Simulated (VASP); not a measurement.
# Geometry relaxation, with input and output: ZrS$_{2}$ (part 2 of 2)

Continued. System: ZrS$_{2}$ (P-3m1, 3 atoms in the cell). Method: Kohn-Sham DFT of a periodic cell, PBE with D3(BJ), VASP PAW PBE potentials, recommended, no spin polarisation (VASP 6.6.1); cutoff 600 eV, 9×9×5 k-mesh, Gaussian smearing of 0.03 eV. The structure derives from a Materials Project entry.

Geometry of the input (Å; fractional positions):
```
3.6352  0.0000  0.0000
-1.8176  3.1482  0.0000
0.0000  0.0000  5.7250
Zr 1.0000  1.0000  1.0000
S  0.6667  0.3333  0.7449
S  0.3333  0.6667  0.2551
```

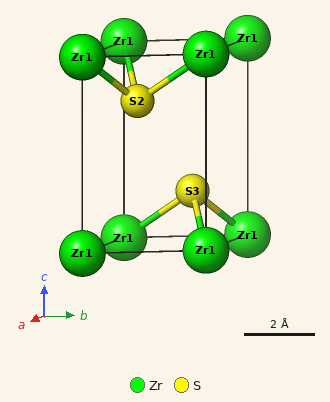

The geometry at step 2 of the log (ball-and-stick view of the cell of the calculation, seen slightly off an axis; atoms are numbered from 1 in the order of the input).

**Parts of OUTCAR, continued**
```
  FORCE on cell =-STRESS in cart. coord.  units (eV):
  Direction    XX          YY          ZZ          XY          YZ          ZX
  --------------------------------------------------------------------------------------
  -------------------------------------------------------------------------------------
  Total      -0.01654    -0.01654    -0.01144     0.00000     0.00000     0.00000
  in kB      -0.40458    -0.40458    -0.27970     0.00000     0.00000     0.00000
  external pressure =       -0.36 kB  Pullay stress =        0.00 kB

 VOLUME and BASIS-vectors are now :
 -----------------------------------------------------------------------------
  energy-cutoff  :      600.00
  volume of cell :       65.52
      direct lattice vectors                 reciprocal lattice vectors
     3.635173169  0.000000000  0.000000000     0.275090059  0.158823319  0.000000000
    -1.817586585  3.148152312  0.000000000     0.000000000  0.317646639  0.000000000
     0.000000000  0.000000000  5.725009981     0.000000000  0.000000000  0.174672185

 POSITION                                       TOTAL-FORCE (eV/Angst)
 -----------------------------------------------------------------------------------
      0.00000      0.00000      0.00000         0.000000      0.000000     -0.000000
      1.81759      1.04938      4.26441        -0.000000      0.000000     -0.002817
     -0.00000      2.09877      1.46060         0.000000     -0.000000      0.002817
 -----------------------------------------------------------------------------------
    total drift:                                0.000000      0.000000      0.000000

  FREE ENERGIE OF THE ION-ELECTRON SYSTEM (eV)
  ---------------------------------------------------
  free  energy   TOTEN  =       -22.4568730734 eV

  energy  without entropy=      -22.4568730734  energy(sigma->0) =      -22.45687307

--------------------------------------- Ionic step        2  -------------------------------------------

 number of electron      24.0000000 magnetization

------------------------ aborting loop because EDIFF is reached ----------------------------------------

 Edisp (eV)   -1.08962

 E8    (eV) :    -0.4628

  FORCE on cell =-STRESS in cart. coord.  units (eV):
  Direction    XX          YY          ZZ          XY          YZ          ZX
  --------------------------------------------------------------------------------------
  -------------------------------------------------------------------------------------
  Total       0.01170     0.01170     0.00939    -0.00000     0.00000    -0.00000
  in kB       0.28643     0.28643     0.22974    -0.00000     0.00000    -0.00000
  external pressure =        0.27 kB  Pullay stress =        0.00 kB

 VOLUME and BASIS-vectors are now :
 -----------------------------------------------------------------------------
  energy-cutoff  :      600.00
  volume of cell :       65.47
      direct lattice vectors                 reciprocal lattice vectors
     3.634206038  0.000000000  0.000000000     0.275163265  0.158865585  0.000000000
    -1.817103019  3.147314752 -0.000000000    -0.000000000  0.317731171 -0.000000000
    -0.000000000  0.000000000  5.723956984    -0.000000000  0.000000000  0.174704318

 POSITION                                       TOTAL-FORCE (eV/Angst)
 -----------------------------------------------------------------------------------
     -0.00000      0.00000      5.72396         0.000000      0.000000      0.000000
      1.81710      1.04910      4.26349         0.000000      0.000000     -0.009195
     -0.00000      2.09821      1.46046        -0.000000     -0.000000      0.009195
 -----------------------------------------------------------------------------------
    total drift:                               -0.000000     -0.000000      0.000000

  FREE ENERGIE OF THE ION-ELECTRON SYSTEM (eV)
  ---------------------------------------------------
  free  energy   TOTEN  =       -22.4568769238 eV

  energy  without entropy=      -22.4568769238  energy(sigma->0) =      -22.45687692

--------------------------------------- Ionic step        3  -------------------------------------------

 number of electron      24.0000000 magnetization

------------------------ aborting loop because EDIFF is reached ----------------------------------------

 Edisp (eV)   -1.08940

 E8    (eV) :    -0.4627

  FORCE on cell =-STRESS in cart. coord.  units (eV):
  Direction    XX          YY          ZZ          XY          YZ          ZX
  --------------------------------------------------------------------------------------
  -------------------------------------------------------------------------------------
  Total       0.00425     0.00425     0.00387    -0.00000     0.00000     0.00000
  in kB       0.10393     0.10393     0.09464    -0.00000     0.00000     0.00000
  external pressure =        0.10 kB  Pullay stress =        0.00 kB

 VOLUME and BASIS-vectors are now :
 -----------------------------------------------------------------------------
  energy-cutoff  :      600.00
  volume of cell :       65.48
      direct lattice vectors                 reciprocal lattice vectors
     3.634464826  0.000000000  0.000000000     0.275143673  0.158854273  0.000000000
    -1.817232413  3.147538869 -0.000000000    -0.000000000  0.317708547 -0.000000000
    -0.000000000  0.000000000  5.724238748    -0.000000000  0.000000000  0.174695718

 POSITION                                       TOTAL-FORCE (eV/Angst)
 -----------------------------------------------------------------------------------
      0.00000      0.00000      0.00000         0.000000      0.000000      0.000000
      1.81723      1.04918      4.26374         0.000000      0.000000     -0.007482
     -0.00000      2.09836      1.46050        -0.000000      0.000000      0.007482
 -----------------------------------------------------------------------------------
    total drift:                                0.000000      0.000000     -0.000000

  FREE ENERGIE OF THE ION-ELECTRON SYSTEM (eV)
  ---------------------------------------------------
  free  energy   TOTEN  =       -22.4568775992 eV

  energy  without entropy=      -22.4568775992  energy(sigma->0) =      -22.45687760

--------------------------------------- Ionic step        4  -------------------------------------------

 number of electron      24.0000000 magnetization

 Free energy of the ion-electron system (eV)
  ---------------------------------------------------
  ext. energy  EPLUGINS =         0.00000000
  ---------------------------------------------------
  free energy    TOTEN  =       -21.36720971 eV

  energy without entropy =      -21.36720971  energy(sigma->0) =      -21.36720971

 E-fermi :   5.4358     XC(G=0):  -9.8195     alpha+bet :-11.9205

 val. band max:        5.2622818106   @ k =   0.0000   0.0000   0.0000
 cond. band min:       5.9627330714   @ k =   0.0000   0.4444   0.4000
 fundamental gap:      0.7004512607
 Fermi energy:         5.4358274982

 k-point     1 :       0.0000    0.0000    0.0000
  band No.  band energies     occupation
      1     -43.8418      2.00000
      2     -21.9192      2.00000
      3     -21.7533      2.00000
      4     -21.7533      2.00000
      5      -7.7451      2.00000
      6      -6.1212      2.00000
      7       0.4592      2.00000
      8       2.3003      2.00000
      9       2.3003      2.00000
     10       5.0297      2.00000
     11       5.0297      2.00000
     12       5.2623      2.00000
     13       6.6861      0.00000
     14       6.6861      0.00000
     15       7.3818      0.00000
     16       9.9083      0.00000

 k-point     2 :       0.1111    0.0000    0.0000
  band No.  band energies     occupation
      1     -43.8393      2.00000
      2     -21.9118      2.00000
      3     -21.7878      2.00000
      4     -21.7607      2.00000
      5      -7.6134      2.00000
      6      -6.1576      2.00000
      7       0.6400      2.00000
      8       2.1869      2.00000
      9       2.3774      2.00000
     10       4.2204      2.00000
     11       4.6786      2.00000
     12       5.2080      2.00000
     13       6.7541      0.00000
     14       7.0820      0.00000
     15       7.5255      0.00000
     16       9.6733      0.00000

 k-point     3 :       0.2222    0.0000    0.0000
  band No.  band energies     occupation
      1     -43.8329      2.00000
      2     -21.8940      2.00000
      3     -21.8728      2.00000
      4     -21.7793      2.00000
      5      -7.2648      2.00000
      6      -6.2458      2.00000
      7       1.1227      2.00000
      8       2.0307      2.00000
      9       2.5438      2.00000
     10       2.8478      2.00000
     11       4.1626      2.00000
     12       4.7721      2.00000
     13       6.5531      0.00000
     14       7.6811      0.00000
     15       7.9442      0.00000
     16       9.9801      0.00000

 k-point     4 :       0.3333    0.0000    0.0000
  band No.  band energies     occupation
      1     -43.8256      2.00000
      2     -21.9708      2.00000
      3     -21.8702      2.00000
      4     -21.8003      2.00000
      5      -6.8521      2.00000
      6      -6.3167      2.00000
      7       1.3621      2.00000
      8       1.8364      2.00000
      9       2.3126      2.00000
     10       2.6422      2.00000
     11       3.8726      2.00000
     12       3.9580      2.00000
     13       6.2972      0.00000
     14       8.1242      0.00000
     15       8.4605      0.00000
     16      10.5190      0.00000

 k-point     5 :       0.4444    0.0000    0.0000
  band No.  band energies     occupation
      1     -43.8209      2.00000
      2     -22.0322      2.00000
      3     -21.8560      2.00000
      4     -21.8140      2.00000
      5      -6.6477      2.00000
      6      -6.2592      2.00000
      7       0.7166      2.00000
      8       2.2611      2.00000
      9       2.6295      2.00000
     10       2.6308      2.00000
     11       3.2045      2.00000
     12       3.8097      2.00000
     13       6.1450      0.00000
     14       8.4230      0.00000
     15       8.7790      0.00000
     16      10.8757      0.00000

 [... the levels of 18 k-points are left out ...]

 k-point    24 :      -0.1111    0.3333    0.2000
  band No.  band energies     occupation
      1     -43.8280      2.00000
      2     -21.9290      2.00000
      3     -21.8783      2.00000
      4     -21.8037      2.00000
      5      -6.9552      2.00000
      6      -6.3285      2.00000
      7       1.2323      2.00000
      8       1.8913      2.00000
      9       2.4125      2.00000
     10       2.6828      2.00000
     11       3.7104      2.00000
     12       4.5968      2.00000
     13       6.6636      0.00000
     14       7.7633      0.00000
     15       8.5906      0.00000
     16       9.5694      0.00000

 [... further k-points ...]

------------------------ aborting loop because EDIFF is reached ----------------------------------------

 Edisp (eV)   -1.08967

 E8    (eV) :    -0.4628

  FORCE on cell =-STRESS in cart. coord.  units (eV):
  Direction    XX          YY          ZZ          XY          YZ          ZX
  --------------------------------------------------------------------------------------
  -------------------------------------------------------------------------------------
  Total       0.00576     0.00576    -0.00148    -0.00000     0.00000     0.00000
  in kB       0.14100     0.14100    -0.03632    -0.00000     0.00000     0.00000
  external pressure =        0.08 kB  Pullay stress =        0.00 kB

 VOLUME and BASIS-vectors are now :
 -----------------------------------------------------------------------------
  energy-cutoff  :      600.00
  volume of cell :       65.47
      direct lattice vectors                 reciprocal lattice vectors
     3.634138442  0.000000000  0.000000000     0.275168383  0.158868540  0.000000000
    -1.817069221  3.147256212 -0.000000000    -0.000000000  0.317737080 -0.000000000
    -0.000000000 -0.000000000  5.723964521    -0.000000000  0.000000000  0.174704088

 POSITION                                       TOTAL-FORCE (eV/Angst)
 -----------------------------------------------------------------------------------
     -1.81707      3.14726      5.72396        -0.000000     -0.000000      0.000000
      1.81707      1.04909      4.26311         0.000000      0.000000     -0.004898
     -0.00000      2.09817      1.46085        -0.000000     -0.000000      0.004898
 -----------------------------------------------------------------------------------
    total drift:                               -0.000000     -0.000000      0.000000

  FREE ENERGIE OF THE ION-ELECTRON SYSTEM (eV)
  ---------------------------------------------------
  free  energy   TOTEN  =       -22.4568817370 eV

  energy  without entropy=      -22.4568817370  energy(sigma->0) =      -22.45688174

 reached required accuracy - stopping structural energy minimisation
```

**CONTCAR**
```
ZrS2
   1.00000000000000
     3.6341384424004954    0.0000000000000164    0.0000000000000000
    -1.8170692212502195    3.1472562120190162   -0.0000000000000000
    -0.0000000000000000   -0.0000000000000000    5.7239645208658114
  Zr              S
     1     2
Direct
     0.0000000000000000    1.0000000000000000    1.0000000000000000
     0.6666666699999979    0.3333333300000021    0.7447833685593014
     0.3333333300000021    0.6666666699999979    0.2552166314406986

  0.00000000E+00  0.00000000E+00  0.00000000E+00
  0.00000000E+00  0.00000000E+00  0.00000000E+00
  0.00000000E+00  0.00000000E+00  0.00000000E+00
```

**Trajectory as extended XYZ (Å, eV, eV/Å), 4 frames, from step=0 to step=3**
```
3
Lattice="3.6352 0.0000 0.0000 -1.8176 3.1482 0.0000 0.0000 0.0000 5.7250" Properties=species:S:1:pos:R:3:forces:R:3 step=0 energy=-22.45687
Zr    0.0000    0.0000    0.0000    0.0000   0.0000   0.0000
S     1.8176    1.0494    4.2644    0.0000   0.0000  -0.0028
S     0.0000    2.0988    1.4606    0.0000   0.0000   0.0028
3
Lattice="3.6342 0.0000 0.0000 -1.8171 3.1473 -0.0000 -0.0000 0.0000 5.7240" Properties=species:S:1:pos:R:3:forces:R:3 step=1 energy=-22.45688
Zr    0.0000    0.0000    5.7240    0.0000   0.0000   0.0000
S     1.8171    1.0491    4.2635    0.0000   0.0000  -0.0092
S     0.0000    2.0982    1.4605    0.0000   0.0000   0.0092
3
Lattice="3.6345 0.0000 0.0000 -1.8172 3.1475 -0.0000 -0.0000 0.0000 5.7242" Properties=species:S:1:pos:R:3:forces:R:3 step=2 energy=-22.45688
Zr    0.0000    0.0000    0.0000    0.0000   0.0000   0.0000
S     1.8172    1.0492    4.2637    0.0000   0.0000  -0.0075
S     0.0000    2.0984    1.4605    0.0000   0.0000   0.0075
3
Lattice="3.6341 0.0000 0.0000 -1.8171 3.1473 -0.0000 -0.0000 -0.0000 5.7240" Properties=species:S:1:pos:R:3:forces:R:3 step=3 energy=-22.45688
Zr   -1.8171    3.1473    5.7240    0.0000   0.0000   0.0000
S     1.8171    1.0491    4.2631    0.0000   0.0000  -0.0049
S     0.0000    2.0982    1.4609    0.0000   0.0000   0.0049
```

**Summary**

- outcome: converged
- space group (tolerance 0.01 Å): P-3m1 (164)
- electrons treated: 24
- free energy: −22.4569 eV
- dispersion energy: −1.0897 eV
- gap on the k-point mesh: 0.70 eV
- pressure: 0.01 GPa
- final volume: 65.47 Å³
- largest force (length of the vector) at the end: 0.005 eV/Å
- final cell: a = 3.634 Å, b = 3.634 Å, c = 5.724 Å, α = 90.00°, β = 90.00°, γ = 120.00°
- wall time: 82 s (CPU time 2.7 min)
- peak memory: 0.24 GiB
